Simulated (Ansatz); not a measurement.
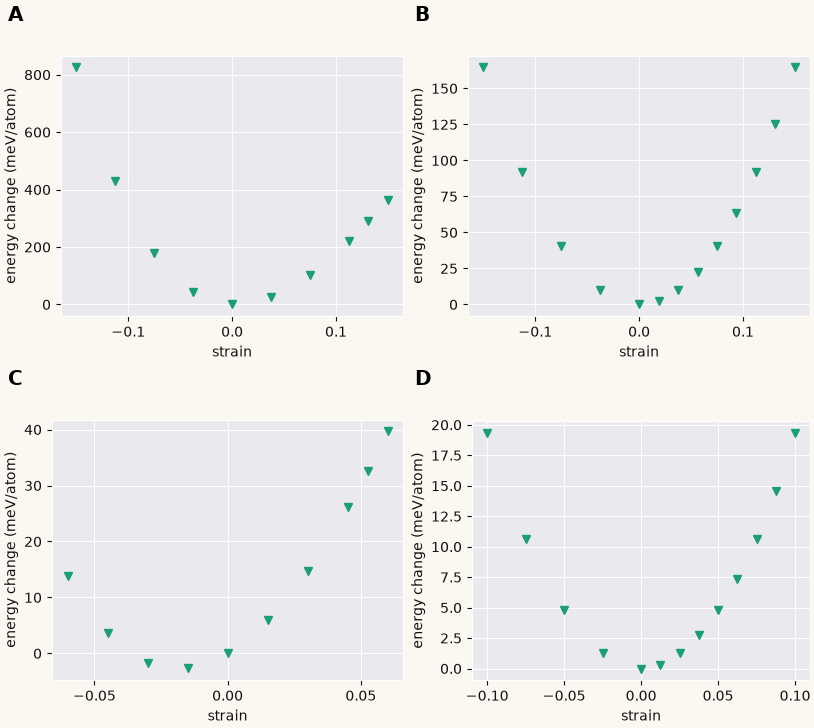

Each panel shows the energy change against strain for one of these solids: Ag, P6_3/mmc (No. 194), 17.8 Å³/atom, strain pattern [0, 1, 0, 0, 0, 0]; Al, Fm-3m (No. 225), 16.6 Å³/atom, strain pattern [0, 0, 0, 0, 0, 1]; P, Pmna (No. 53), 132.5 Å³/atom, strain pattern [1, 1, 0, 0, 0, 0]; W, Im-3m (No. 229), 16.3 Å³/atom, strain pattern [0, 0, 0, 1, 0, 0].

How it was computed, with Ansatz 0.2.0: homogeneous strain of a crystal along one Voigt pattern with engineering shear, fractional coordinates fixed, by plane-wave density functional theory with PAW datasets, free energies less that of the undisturbed cell, pressure positive in compression; scalar-relativistic. Level: r2SCAN, no spin polarisation.

Which panel belongs to which solid?

Answer. A is P (energy change from 0 meV/atom to 825 meV/atom); B is W (energy change from 0 meV/atom to 165 meV/atom); C is Ag (energy change from −2.69 meV/atom to 39.67 meV/atom); D is Al (energy change from 0.00 meV/atom to 19.33 meV/atom).

For Ag, limits of the calculation: reference crystal is not relaxed.

For Al, limits of the calculation: reference crystal is not relaxed.

For P, limits of the calculation: reference crystal is not relaxed.

For W, limits of the calculation: reference crystal is not relaxed.
